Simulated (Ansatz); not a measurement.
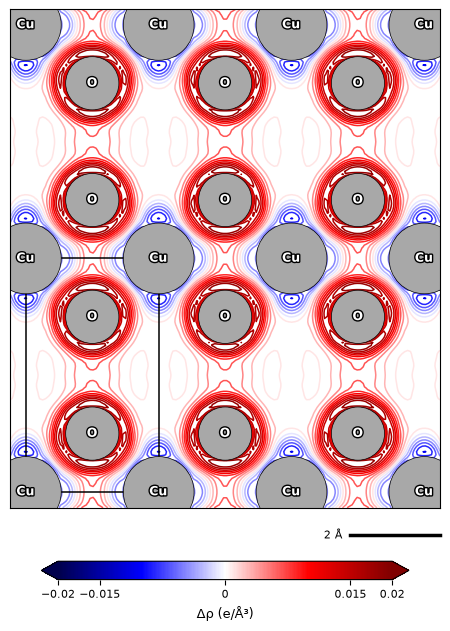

CuO. Difference of the valence pseudo-densities of two functionals at the same geometry, on the (100) plane of the calculation cell: PBE0 less BLYP.

Both computed with Ansatz (plane waves, PAW), on the same k-point mesh. Grey discs cover the atomic cores.

```
Cu O
1.0
     1.99097   -2.15355    0.00000
     1.99097    2.15355    0.00000
     0.00000    0.00000    5.15593
Cu O
2 2
Direct
  0.50000 0.00000 0.00000
  0.00000 0.50000 0.50000
  0.50000 0.50000 0.25000
  0.50000 0.50000 0.75000
```

### What does the difference map show?

Against BLYP, PBE0 gives less density around Cu (−0.008 e/Å³ on average at 1.0 Å from the nucleus), more density around O (+0.016 e/Å³ on average at 0.7 Å from the nucleus), more density in the space between the atoms (+0.003 e/Å³ on average) and a change of +0.005 e/Å³ at the midpoint of Cu–O.
